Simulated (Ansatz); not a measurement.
Run report: MgSi₂₄, geometry relaxation (part 2 of 2)

Continued. System: MgSi₂₄ (slab, 25 atoms in the cell). Method: DFT LDA, scalar-relativistic, plane waves, PAW, PAW set soft_1, no spin polarisation (Ansatz 0.2.0); cutoff 420 eV, 6×6×1 k-mesh, Gaussian smearing of 0.05 eV. The structure derives from a Materials Project entry. The input holds or restrains some coordinates. Forces given for the steps count only the free coordinates.

## Output, continued
```
  k-point 0: bands = ["-75.9332", "-43.3796", "-43.3758", "-43.3331", "-11.5321", "-10.7411", "-9.7666", "-9.3115", "-9.2967", "-9.2931", "-8.5986", "-8.5681", "-8.5602", "-7.6430", "-7.5145", "-7.5126", "-7.3722", "-7.3686", "-7.3454", "-6.6583", "-6.6477", "-6.6353", "-5.7837", "-5.7644", "-5.7633", "-5.6568", "-3.6106", "-3.2922", "-3.2895", "-3.2718", "-2.4016", "-2.3958", "-2.3794", "-2.0402", "-1.9877", "-1.9529", "-1.7903", "-1.7809", "-1.7697", "-1.6481", "-1.0904", "-1.0887", "-1.0864", "-0.8461", "-0.8425", "-0.5496", "-0.4810", "-0.4786", "-0.2730", "-0.2674", "0.1169", "0.3840", "0.3909", "0.3947", "0.4571", "0.4762", "1.0421", "1.0578", "1.0711", "1.2898", "1.6861", "1.7650", "1.7867", "1.8164", "2.0926", "2.1395", "2.3639", "2.6789", "2.8128", "2.9108", "2.9214", "2.9313", "3.0401", "3.3607", "3.5215", "3.6343", "3.6885", "3.6890"]
  k-point 1: bands = ["-75.9332", "-43.3796", "-43.3758", "-43.3331", "-11.4496", "-10.6587", "-9.6886", "-9.6567", "-9.3551", "-9.3419", "-8.8920", "-8.6248", "-8.5949", "-7.8559", "-7.5873", "-7.5252", "-7.2939", "-7.2896", "-7.0238", "-6.5063", "-6.4982", "-6.1673", "-5.6398", "-5.6050", "-5.5914", "-5.2318", "-3.6396", "-3.4677", "-3.3790", "-3.3538", "-2.7176", "-2.7007", "-2.3301", "-2.3146", "-2.2756", "-1.9603", "-1.8604", "-1.8353", "-1.7109", "-1.6539", "-1.5073", "-1.4831", "-1.4496", "-1.0263", "-1.0066", "-0.9250", "-0.5195", "-0.4340", "-0.4302", "-0.4130", "-0.2053", "0.1986", "0.2335", "0.4475", "0.5209", "0.5543", "1.1757", "1.3045", "1.6512", "1.6613", "1.7479", "2.0960", "2.1986", "2.2555", "2.3635", "2.4799", "2.6153", "2.8456", "2.9685", "3.1423", "3.1945", "3.2091", "3.2718", "3.4338", "3.4812", "3.6443", "3.8057", "3.8338"]
  k-point 2: bands = ["-75.9332", "-43.3796", "-43.3758", "-43.3331", "-11.2042", "-10.4150", "-10.2645", "-9.4952", "-9.4389", "-9.4255", "-9.4150", "-8.6933", "-8.6609", "-8.4708", "-7.6415", "-7.6019", "-7.0610", "-7.0368", "-6.2157", "-6.1865", "-6.1737", "-5.5306", "-5.2649", "-5.2592", "-5.1787", "-4.1787", "-3.8511", "-3.7245", "-3.7212", "-3.5003", "-3.1204", "-3.0966", "-2.9499", "-2.9053", "-2.7265", "-2.2213", "-2.1792", "-2.1598", "-2.1147", "-1.9951", "-1.7874", "-1.7536", "-1.6337", "-1.5098", "-1.3892", "-1.2526", "-0.8231", "-0.7956", "-0.3189", "-0.2553", "-0.1240", "-0.1132", "0.2421", "0.5281", "0.5902", "0.6379", "1.0508", "1.4566", "1.8767", "2.0853", "2.3195", "2.5160", "2.8038", "2.8534", "2.9072", "2.9235", "3.0088", "3.0498", "3.2207", "3.4738", "3.5995", "3.6724", "3.7435", "3.7779", "3.8771", "3.9883", "4.1188", "4.2417"]
  k-point 19: bands = ["-75.9332", "-43.3796", "-43.3758", "-43.3331", "-10.8227", "-10.7837", "-10.0471", "-9.9782", "-9.4715", "-9.4646", "-9.0505", "-8.9971", "-8.7091", "-8.6978", "-7.6688", "-7.6441", "-6.9228", "-6.8858", "-6.0328", "-6.0072", "-5.6214", "-5.5476", "-5.0700", "-5.0609", "-4.1388", "-4.0921", "-3.9601", "-3.9555", "-3.6966", "-3.5690", "-3.3062", "-3.2937", "-3.1472", "-3.1265", "-2.9501", "-2.9372", "-2.5408", "-2.5047", "-2.4886", "-2.2339", "-1.8320", "-1.7687", "-1.7426", "-1.7126", "-1.2847", "-1.2150", "-1.1615", "-0.5268", "-0.4899", "-0.2401", "-0.1512", "0.1260", "0.3874", "0.4562", "0.6090", "0.6759", "0.7628", "1.6817", "1.8190", "2.2521", "2.3225", "2.4093", "2.5434", "2.7314", "2.9419", "3.1232", "3.2130", "3.2575", "3.6829", "3.9662", "4.1067", "4.1741", "4.2697", "4.3012", "4.3774", "4.4609", "4.5069", "4.5893"]
--- Relaxed structure (3 steps of the walk, 3 accepted, 0 SCFs on fresh bases) ---
  F+E_penalty+E_count = -16498.11332892 eV   max|allowed force component| = 2.211e-3 eV/Å
  atoms:
    - { symbol: Si, position: [0.33333333330000003, 0.16666666670000002, 0.1781540742] }
    - { symbol: Si, position: [0.33333333330000003, 0.6666666667000001, 0.1781540742] }
    - { symbol: Si, position: [0.8333333333000001, 0.16666666670000002, 0.1781540742] }
    - { symbol: Si, position: [0.8333333333000001, 0.6666666667000001, 0.1781540742] }
    - { symbol: Si, position: [0.1666666667, 0.3333333333, 0.2134654946] }
    - { symbol: Si, position: [0.16666666670000005, 0.8333333333000001, 0.2134654946] }
    - { symbol: Si, position: [0.6666666667, 0.3333333333, 0.2134654946] }
    - { symbol: Si, position: [0.6666666667000001, 0.8333333333000001, 0.2134654946] }
    - { symbol: Si, position: [0.1666666667, 0.3333333333, 0.318198629] }
    - { symbol: Si, position: [0.16666666670000005, 0.8333333333000001, 0.318198629] }
    - { symbol: Si, position: [0.6666666667, 0.3333333333, 0.318198629] }
    - { symbol: Si, position: [0.6666666667000001, 0.8333333333000001, 0.318198629] }
    - { symbol: Si, position: [0.33333333330000003, 0.16666666670000002, 0.3520754171] }
    - { symbol: Si, position: [0.33333333330000003, 0.6666666667000001, 0.3520754171] }
    - { symbol: Si, position: [0.8333333333000001, 0.16666666670000002, 0.3520754171] }
    - { symbol: Si, position: [0.8333333333000001, 0.6666666667000001, 0.3520754171] }
    - { symbol: Si, position: [0.33333333330000003, 0.16666666670000002, 0.45807668459999995] }
    - { symbol: Si, position: [0.33333333330000003, 0.6666666667000001, 0.45807668459999995] }
    - { symbol: Si, position: [0.8333333333000001, 0.16666666670000002, 0.45807668459999995] }
    - { symbol: Si, position: [0.8333333333000001, 0.6666666667000001, 0.45807668459999995] }
    - { symbol: Si, position: [0.1666666667, 0.3333333333, 0.4878070366] }
    - { symbol: Si, position: [0.16666666670000005, 0.8333333333000001, 0.4878070366] }
    - { symbol: Si, position: [0.6666666667, 0.3333333333, 0.4878070366] }
    - { symbol: Si, position: [0.6666666667000001, 0.8333333333000001, 0.4878070366] }
    - { symbol: Mg, position: [0.16666666670000002, 0.4166666667000001, 0.5972880537230575] }
```

## Trajectory as extended XYZ (Å, eV, eV/Å), 3 frames, from step=1 to step=3
```
25
Lattice="7.6034 0.0000 0.0000 -3.8017 6.5847 0.0000 0.0000 0.0000 22.4525" Properties=species:S:1:pos:R:3:forces:R:3 step=1 energy=-16498.11177
Si    1.9008    1.0975    4.0000    0.0104  -0.0205   0.5621
Si    0.0000    4.3898    4.0000    0.0126   0.0210   0.6217
Si    5.7025    1.0975    4.0000   -0.0044  -0.0330   0.5773
Si    3.8017    4.3898    4.0000   -0.0153   0.0369   0.3395
Si    0.0000    2.1949    4.7928    0.0122  -0.0087  -0.7680
Si   -1.9008    5.4873    4.7928   -0.0454  -0.0132  -0.6930
Si    3.8017    2.1949    4.7928   -0.0062   0.0476  -0.7147
Si    1.9008    5.4873    4.7928    0.0459  -0.0209  -0.6465
Si    0.0000    2.1949    7.1443    0.0037  -0.0007   0.1284
Si   -1.9008    5.4873    7.1443    0.0183   0.0189   0.1636
Si    3.8017    2.1949    7.1443   -0.0035  -0.0013   0.1702
Si    1.9008    5.4873    7.1443   -0.0371   0.0200   0.1529
Si    1.9008    1.0975    7.9050    0.0306  -0.0298  -0.0166
Si    0.0000    4.3898    7.9050    0.0073   0.0257   0.0257
Si    5.7025    1.0975    7.9050   -0.0304  -0.0329  -0.0121
Si    3.8017    4.3898    7.9050   -0.0105  -0.0013  -0.0823
Si    1.9008    1.0975   10.2850    0.2096  -0.0921  -0.1363
Si    0.0000    4.3898   10.2850   -0.0058   0.2426  -0.2983
Si    5.7025    1.0975   10.2850   -0.2188  -0.0963  -0.1859
Si    3.8017    4.3898   10.2850   -0.0121  -0.0080  -0.1312
Si    0.0000    2.1949   10.9525    0.0830  -0.1294   0.0641
Si   -1.9008    5.4873   10.9525    0.0643  -0.1061   0.3915
Si    3.8017    2.1949   10.9525    0.0491   0.0076   0.3002
Si    1.9008    5.4873   10.9525   -0.0227  -0.0363   0.2962
Mg   -0.3168    2.7436   13.4389   -0.1348   0.2105  -0.1098
25
Lattice="7.6034 0.0000 0.0000 -3.8017 6.5847 0.0000 0.0000 0.0000 22.4525" Properties=species:S:1:pos:R:3:forces:R:3 step=2 energy=-16498.11309
Si    1.9008    1.0975    4.0000    0.0104  -0.0205   0.5626
Si    0.0000    4.3898    4.0000    0.0126   0.0208   0.6228
Si    5.7025    1.0975    4.0000   -0.0046  -0.0330   0.5779
Si    3.8017    4.3898    4.0000   -0.0155   0.0372   0.3394
Si    0.0000    2.1949    4.7928    0.0127  -0.0088  -0.7691
Si   -1.9008    5.4873    4.7928   -0.0456  -0.0129  -0.6939
Si    3.8017    2.1949    4.7928   -0.0065   0.0476  -0.7153
Si    1.9008    5.4873    4.7928    0.0462  -0.0210  -0.6478
Si    0.0000    2.1949    7.1443    0.0038  -0.0002   0.1285
Si   -1.9008    5.4873    7.1443    0.0189   0.0187   0.1636
Si    3.8017    2.1949    7.1443   -0.0034  -0.0012   0.1703
Si    1.9008    5.4873    7.1443   -0.0375   0.0198   0.1528
Si    1.9008    1.0975    7.9050    0.0307  -0.0299  -0.0155
Si    0.0000    4.3898    7.9050    0.0073   0.0252   0.0258
Si    5.7025    1.0975    7.9050   -0.0305  -0.0329  -0.0115
Si    3.8017    4.3898    7.9050   -0.0107  -0.0016  -0.0817
Si    1.9008    1.0975   10.2850    0.2127  -0.0924  -0.1396
Si    0.0000    4.3898   10.2850   -0.0061   0.2468  -0.3049
Si    5.7025    1.0975   10.2850   -0.2226  -0.0968  -0.1904
Si    3.8017    4.3898   10.2850   -0.0124  -0.0090  -0.1342
Si    0.0000    2.1949   10.9525    0.0937  -0.1472   0.0028
Si   -1.9008    5.4873   10.9525    0.0655  -0.1095   0.3972
Si    3.8017    2.1949   10.9525    0.0503   0.0086   0.3042
Si    1.9008    5.4873   10.9525   -0.0228  -0.0380   0.3004
Mg   -0.3168    2.7436   13.4221   -0.1465   0.2303  -0.0444
25
Lattice="7.6034 0.0000 0.0000 -3.8017 6.5847 0.0000 0.0000 0.0000 22.4525" Properties=species:S:1:pos:R:3:forces:R:3 step=3 energy=-16498.11333
Si    1.9008    1.0975    4.0000    0.0104  -0.0205   0.5630
Si    0.0000    4.3898    4.0000    0.0124   0.0207   0.6232
Si    5.7025    1.0975    4.0000   -0.0047  -0.0328   0.5783
Si    3.8017    4.3898    4.0000   -0.0155   0.0373   0.3390
Si    0.0000    2.1949    4.7928    0.0127  -0.0088  -0.7699
Si   -1.9008    5.4873    4.7928   -0.0459  -0.0131  -0.6945
Si    3.8017    2.1949    4.7928   -0.0065   0.0480  -0.7157
Si    1.9008    5.4873    4.7928    0.0465  -0.0213  -0.6486
Si    0.0000    2.1949    7.1443    0.0038  -0.0001   0.1286
Si   -1.9008    5.4873    7.1443    0.0193   0.0187   0.1637
Si    3.8017    2.1949    7.1443   -0.0033  -0.0012   0.1703
Si    1.9008    5.4873    7.1443   -0.0379   0.0198   0.1528
Si    1.9008    1.0975    7.9050    0.0307  -0.0301  -0.0147
Si    0.0000    4.3898    7.9050    0.0074   0.0249   0.0258
Si    5.7025    1.0975    7.9050   -0.0305  -0.0330  -0.0112
Si    3.8017    4.3898    7.9050   -0.0109  -0.0015  -0.0814
Si    1.9008    1.0975   10.2850    0.2144  -0.0928  -0.1418
Si    0.0000    4.3898   10.2850   -0.0062   0.2496  -0.3095
Si    5.7025    1.0975   10.2850   -0.2248  -0.0974  -0.1935
Si    3.8017    4.3898   10.2850   -0.0126  -0.0092  -0.1361
Si    0.0000    2.1949   10.9525    0.1014  -0.1601  -0.0411
Si   -1.9008    5.4873   10.9525    0.0661  -0.1118   0.4010
Si    3.8017    2.1949   10.9525    0.0511   0.0093   0.3068
Si    1.9008    5.4873   10.9525   -0.0226  -0.0390   0.3032
Mg   -0.3168    2.7436   13.4106   -0.1549   0.2443   0.0022
```

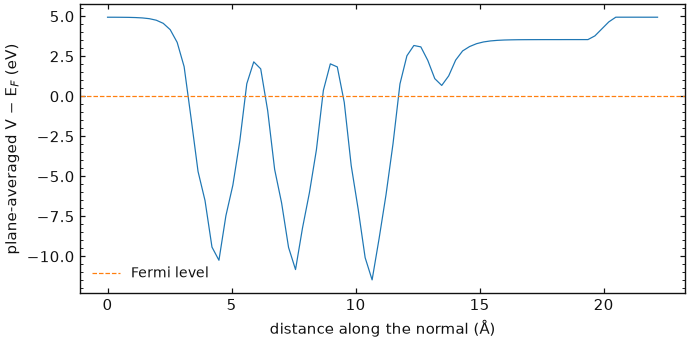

Plane average of the electrostatic potential energy of an electron across the cell, from the Fermi level. The vacuum level lies 3.54 eV above the Fermi level on the upper side and 4.94 eV on the lower.

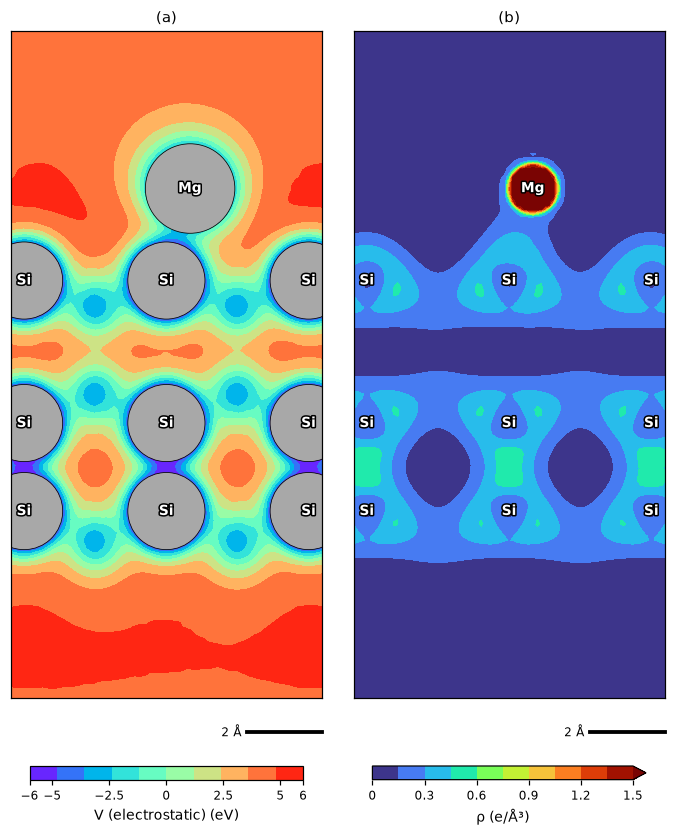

(a) electrostatic potential energy of an electron; (b) valence electron density on the (100) plane of the calculation cell, a cut from vacuum to vacuum. Grey discs, where drawn, cover atomic cores. The section cuts through Si and Mg sites. Mg–Si (2.54 Å): ρ is about 0.31 e/Å³ halfway, with its minimum of 0.27 e/Å³ about 1.1 Å from Mg. Si–Si (2.35 Å): ρ is about 0.53 e/Å³ halfway, a local maximum along the line. The density dies away to nearly zero in the vacuum. In a PAW calculation such maps are meaningful between the atoms, not at the nuclei.

This output came from the following input.

## Input
```yaml
crystal:
  lattice:
    - [7.6033702666, 0.0, 0.0]
    - [-3.8016851333, 6.5847118052, 0.0]
    - [0.0, 0.0, 22.4524755747]
  atoms:
    - { symbol: Si, position: [0.3333333333, 0.1666666667, 0.1781540742] }
    - { symbol: Si, position: [0.3333333333, 0.6666666667, 0.1781540742] }
    - { symbol: Si, position: [0.8333333333, 0.1666666667, 0.1781540742] }
    - { symbol: Si, position: [0.8333333333, 0.6666666667, 0.1781540742] }
    - { symbol: Si, position: [0.1666666667, 0.3333333333, 0.2134654946] }
    - { symbol: Si, position: [0.1666666667, 0.8333333333, 0.2134654946] }
    - { symbol: Si, position: [0.6666666667, 0.3333333333, 0.2134654946] }
    - { symbol: Si, position: [0.6666666667, 0.8333333333, 0.2134654946] }
    - { symbol: Si, position: [0.1666666667, 0.3333333333, 0.318198629] }
    - { symbol: Si, position: [0.1666666667, 0.8333333333, 0.318198629] }
    - { symbol: Si, position: [0.6666666667, 0.3333333333, 0.318198629] }
    - { symbol: Si, position: [0.6666666667, 0.8333333333, 0.318198629] }
    - { symbol: Si, position: [0.3333333333, 0.1666666667, 0.3520754171] }
    - { symbol: Si, position: [0.3333333333, 0.6666666667, 0.3520754171] }
    - { symbol: Si, position: [0.8333333333, 0.1666666667, 0.3520754171] }
    - { symbol: Si, position: [0.8333333333, 0.6666666667, 0.3520754171] }
    - { symbol: Si, position: [0.3333333333, 0.1666666667, 0.4580766846] }
    - { symbol: Si, position: [0.3333333333, 0.6666666667, 0.4580766846] }
    - { symbol: Si, position: [0.8333333333, 0.1666666667, 0.4580766846] }
    - { symbol: Si, position: [0.8333333333, 0.6666666667, 0.4580766846] }
    - { symbol: Si, position: [0.1666666667, 0.3333333333, 0.4878070366] }
    - { symbol: Si, position: [0.1666666667, 0.8333333333, 0.4878070366] }
    - { symbol: Si, position: [0.6666666667, 0.3333333333, 0.4878070366] }
    - { symbol: Si, position: [0.6666666667, 0.8333333333, 0.4878070366] }
    - { symbol: Mg, position: [0.1666666667, 0.4166666667, 0.5985496899] }
basis:
  ecutwfc: 420
kpoints:
  mp_grid: { grid: [6, 6, 1] }
hamiltonian:
  xc: lda
  pseudopotentials: { kind: paw, azcp: { folder: soft_1 } }
scf:
  occupations: { method: gaussian, width: 0.05 }
output:
  forces: true
  eigenvalues: true
  write_density: true
  write_potential: true
  elf: true
  volumetric_format: npy
relax:
  adjacent_minimum: "off"
  f_tol: 0.025
  max_steps: 16
  constraints:
    - { sites: [0, 1, 2, 3, 4, 5, 6, 7, 8, 9, 10, 11, 12, 13, 14, 15, 16, 17, 18, 19, 20, 21, 22, 23] }
    - { sites: [24], fix: xy }
efield:
  axis: 3
  dipole_correction: true
  ramp_width: 0.04
```

Run as:
```bash
ansatz run input.yaml --threads 2 --pin off --max-ram 6144MiB --backend cpu --events-out ev --progress --plain --runs-dir out
```

## Key numbers

- outcome: converged under the restraints of the input
- electrons treated: 106
- free energy: −16498.1133 eV
- work function, top face: 3.54 eV
- work function, bottom face: 4.94 eV
- Fermi energy: 0.393 eV
- gap on the k-point mesh: none (metallic)
- final volume: 1124.11 Å³
- work function (upper face): 3.54 eV
- largest force (length of the vector) at the end, held atoms and coordinates included: 0.770 eV/Å
- hardware: 2 threads of Arm Neoverse N1, 98 GiB of memory available, shared host
- wall time: 11 min (CPU time 21 min)
- peak memory: 2.1 GiB

Notes on the run: the PAW datasets were made with another functional; the exchange-correlation potential is rough where the density is thin.
